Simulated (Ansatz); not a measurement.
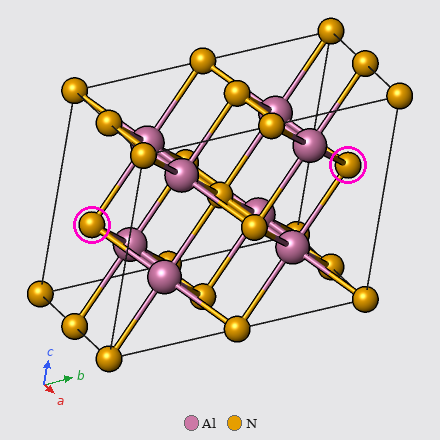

The system is AlN (Fm-3m phase) with one N vacancy (15 atoms in the cell, cell charge +3); the picture shows the reference structure. 
- An atom moved over a plane that holds its own site and a neighbouring vacancy (x, y and z along the cube axes).
- The first coordinate is: path of N9 from its site (0) to the vacancy (1), 2.836 Å; the second: shift of N9 across the path, along z.
- Nothing is relaxed (all other atoms held at the sites of the perfect crystal).
- The grid has 11 × 9 points; 25 points were computed and 74 follow by symmetry.
- Points are written as (first, second).
- All energies are given in eV per cell relative to the lowest grid point.
- The cell is charged on a uniform background, without a charge correction.
- Level of theory: Ansatz 0.2.0, DFT LDA, scalar-relativistic, plane waves, PAW. Settings: cutoff 420 eV, k-mesh 4×4×4, gaussian smearing 0.05 eV, no spin polarisation.

Range: path of N9 from its site (0) to the vacancy (1), 2.836 Å from −0.125 to 1.125; shift of N9 across the path, along z from −0.500 to 0.500 Å.

What landscape does the calculation give?

The lowest grid point is at (0.000, 0.000 Å) [nearest 6 Al at 2.01 Å]; the map holds 2 wells of about this depth. No other kind of well shows on this grid. The highest grid point, (0.500, 0.000 Å) [nearest 2 Al at 1.42 Å], lies 8.5 eV above the lowest.

```csv
"second ↓, first →",−0.125,0.000,0.125,0.250,0.375,0.500,0.625,0.750,0.875,1.000,1.125
0.500,3.3,3.2,3.3,4.1,6.0,7.1,6.0,4.1,3.3,3.2,3.3
0.375,1.9,1.5,1.9,3.5,6.1,7.5,6.1,3.5,1.9,1.5,1.9
0.250,1.2,0.6,1.2,3.3,6.3,8.0,6.3,3.3,1.2,0.6,1.2
0.125,0.9,0.1,0.9,3.2,6.5,8.3,6.5,3.2,0.9,0.1,0.9
0.000,0.8,0.0,0.8,3.2,6.6,8.5,6.6,3.2,0.8,0.0,0.8
−0.125,0.9,0.1,0.9,3.2,6.5,8.3,6.5,3.2,0.9,0.1,0.9
−0.250,1.2,0.6,1.2,3.3,6.3,8.0,6.3,3.3,1.2,0.6,1.2
−0.375,1.9,1.5,1.9,3.5,6.1,7.5,6.1,3.5,1.9,1.5,1.9
−0.500,3.3,3.2,3.3,4.1,6.0,7.1,6.0,4.1,3.3,3.2,3.3
```

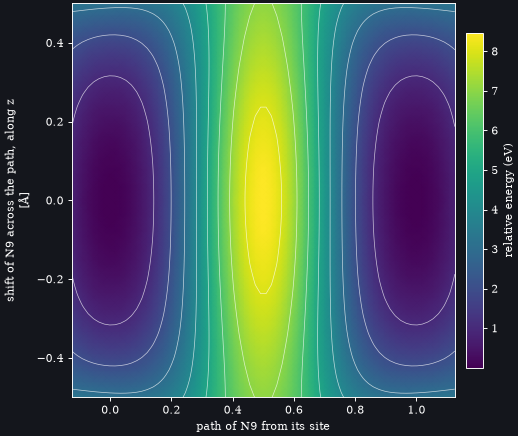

In the figure: a smooth colour map with a few white contour lines. Between grid points the surface is interpolated.

Each point was launched as `ansatz run input.yaml --threads 4 --pin off --max-ram 8192MiB --backend cpu --events-out ev --progress --plain --runs-dir out`. Time for the 25 points that were run: 3 min on 4 threads of Arm Neoverse N1, on a shared host.
